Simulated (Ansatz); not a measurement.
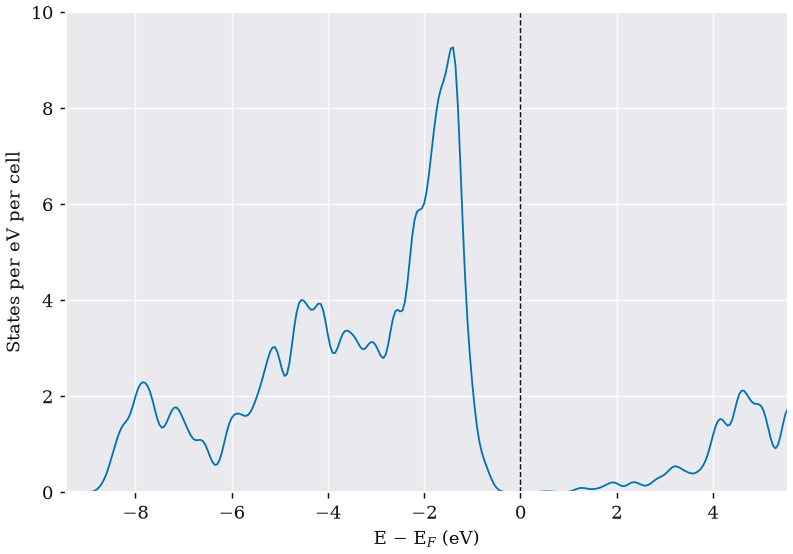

Write a caption that states what the plot shows.

Density of states of SnO2, space group P4_2/mnm, 6 atoms in the cell. Method: DFT, PBE with spin-orbit coupling, plane waves, PAW, 6×6×8 k mesh, 420 eV cutoff, Fermi-Dirac smearing of 0.02 eV (Ansatz). Energies are counted from the Fermi level. The curve is built from the levels of the k mesh with Gaussians 0.3 eV wide, which also blur the band edges.

There is a gap; over the k points computed it is 1.10 eV (direct among those points). The upper group of valence states starts about 8.1 eV under the valence-band top (which lies at −0.6 eV on this axis), with a gap beneath it; it holds about 24 electrons a cell. Within the window shown, the tallest peak of the filled states lies 0.8 eV under the valence-band top, at about 9.3 states per eV and cell.

The cell is at 8 GPa in this functional.
